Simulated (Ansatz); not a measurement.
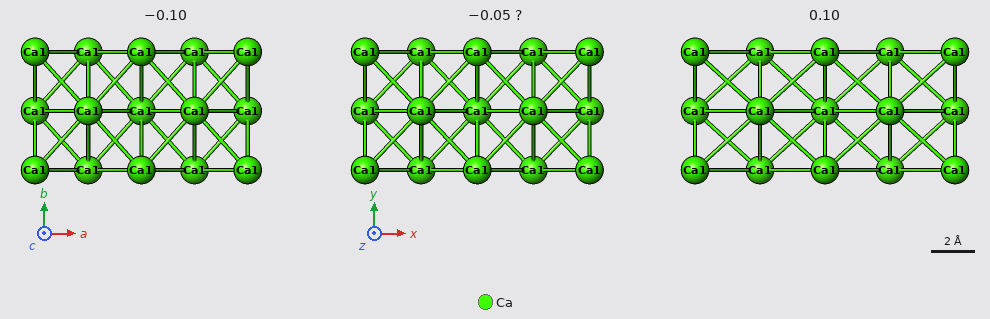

A scan of solid Ca (Fm-3m): the cell is strained along x alone, with the atoms kept at their fractional coordinates. x, y and z are the Cartesian axes of the input. A ball-and-stick model of the conventional cell (4 times the calculation's cell), repeated 2 × 1 × 2 with one cell outlined, seen along the c axis. Lengths and directions refer to the drawn axes.

Computed with DFT r2SCAN, scalar-relativistic, plane waves, PAW (Ansatz 0.2.0). (plane-wave cutoff 500 eV; k-point mesh 14 × 14 × 14; occupations gaussian; smearing width 0.15 eV; no spin polarisation). Energies (free energies at the smearing named) are counted from the cell as listed in its source, which wasn't relaxed.

| strain | energy change (meV/atom) |
| --- | --- |
| −0.100 | 26.5 |
| −0.075 | 13.7 |
| −0.050 | ? |
| −0.025 | 0.6 |
| 0.000 | 0.0 |
| 0.025 | 3.2 |
| 0.050 | 10.1 |
| 0.075 | 20.6 |
| 0.100 | 34.5 |

Question: Fill in the missing row.

Answer: A straight line between the two neighbours gives 7.2 meV/atom. A cubic through the four nearest rows (−0.100, −0.075, −0.025, 0.000) gives, with Lagrange weights, (−0.1667)(26.5) + (0.6667)(13.7) + (0.6667)(0.6) + (−0.1667)(0.0) = 5.1 meV/atom. The calculation gives 5.1 meV/atom, so the cubic is right to the digits shown and the straight line 2.1 meV/atom too high, as the curve bends upwards here.

The whole profile:

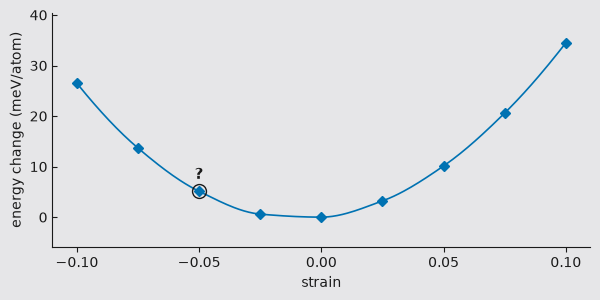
